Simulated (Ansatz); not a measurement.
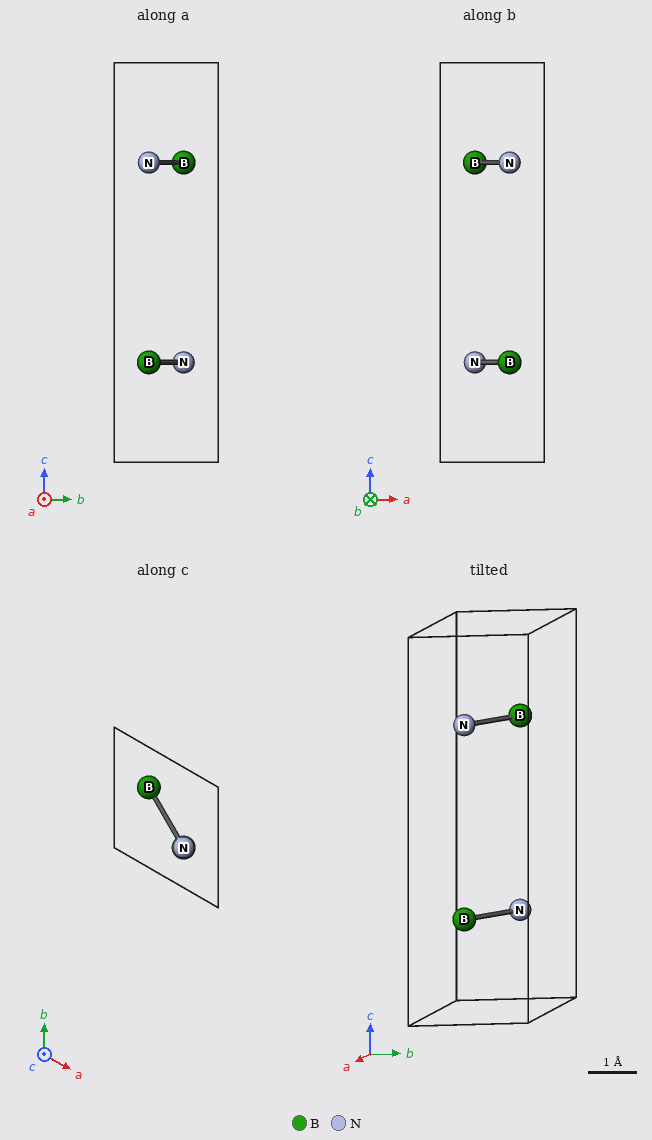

Drawn in the ball-and-stick manner and seen along the a axis, along the b axis, along the c axis and slightly off an axis. The conventional unit cell is drawn as a box.

Lattice parameters: a = 2.5122 Å, b = 2.5122 Å, c = 8.3341 Å, α = 90.000°, β = 90.000°, γ = 120.000°.

Question: Put the structure into a CIF with its space group and independent sites.

Answer:
```cif
data_structure
_symmetry_space_group_name_H-M 'P 63/m m c'
_symmetry_Int_Tables_number 194
_cell_length_a 2.5122
_cell_length_b 2.5122
_cell_length_c 8.3341
_cell_angle_alpha 90.000
_cell_angle_beta 90.000
_cell_angle_gamma 120.000
_cell_volume 45.55
loop_
_atom_site_label
_atom_site_type_symbol
_atom_site_symmetry_multiplicity
_atom_site_Wyckoff_symbol
_atom_site_fract_x
_atom_site_fract_y
_atom_site_fract_z
_atom_site_occupancy
B1 B 2 d 0.6667 0.3333 0.2500 1
N1 N 2 c 0.3333 0.6667 0.2500 1
```

The initial geometry was a structure type filled with these elements by a generator (whether the compound takes this form wasn't checked). Earlier steps of the study, as a rule a relaxation of our own, may have changed the cell and positions, so they can lie some per cent off the listed ones. A calculation with Ansatz used it as input.
